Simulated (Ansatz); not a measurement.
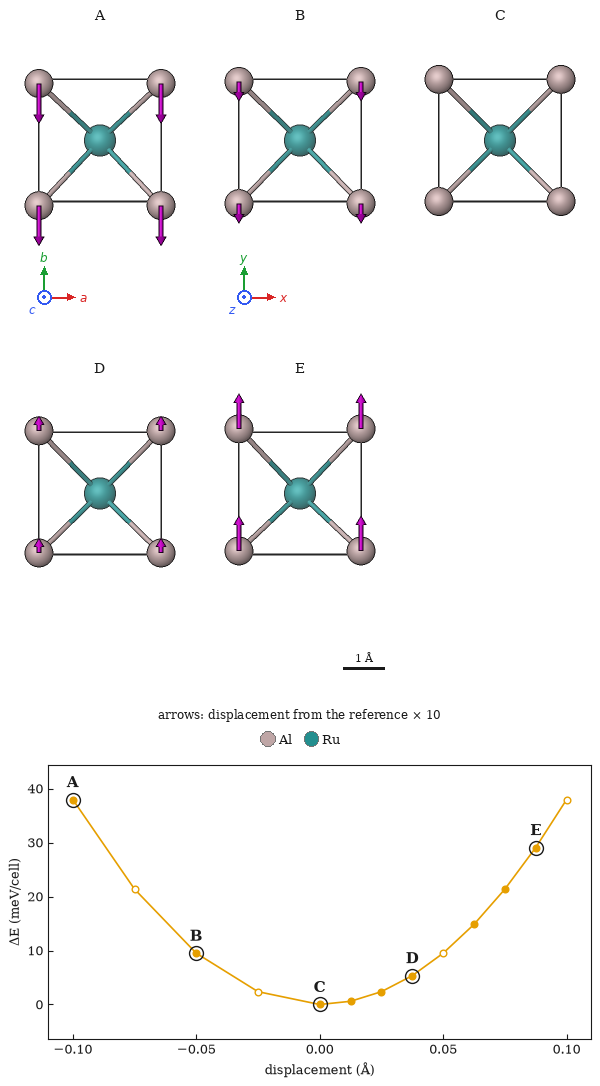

Crystalline AlRu (Pm-3m): the whole Al sublattice is shifted rigidly, along Cartesian [0 1 0], all else fixed. The lettered frames are marked on the plot. Hollow markers are points alike by symmetry, not computed again. A ball-and-stick model of the cell of the calculation, seen along the c axis. Purple arrows: displacements from the reference.

Level of theory: Ansatz, DFT PBEsol, scalar-relativistic, plane waves, PAW. Settings: plane-wave cutoff 420 eV; k-point mesh 16 × 16 × 16; occupations gaussian; smearing width 0.15 eV; no spin polarisation. Energies (free energies at the smearing named) are counted from the cell as listed in its source, which wasn't relaxed.

> Read off the main features of the energy profile.

The lowest computed point lies at the displacement 0.00 Å (0.0 meV/cell). The end points stand at 38.0 meV/cell (−0.10 Å) and 38.0 meV/cell (0.10 Å). The curvature at zero is about 7.6 eV/Å² per cell. The well is symmetric. At the highest point the shortest interatomic distance is 2.53 Å, against 2.59 Å in the reference. The distortion takes the space group from Pm-3m to P4mm.

The computed points:

| displacement (Å) | ΔE (meV/cell) |
| --- | --- |
| −0.1000 | 38.0 |
| −0.0750 | 21.4 |
| −0.0500 | 9.5 |
| −0.0250 | 2.4 |
| 0.0000 | 0.0 |
| 0.0125 | 0.6 |
| 0.0250 | 2.4 |
| 0.0375 | 5.3 |
| 0.0500 | 9.5 |
| 0.0625 | 14.8 |
| 0.0750 | 21.4 |
| 0.0875 | 29.1 |
| 0.1000 | 38.0 |

Points that are alike by symmetry were computed once.
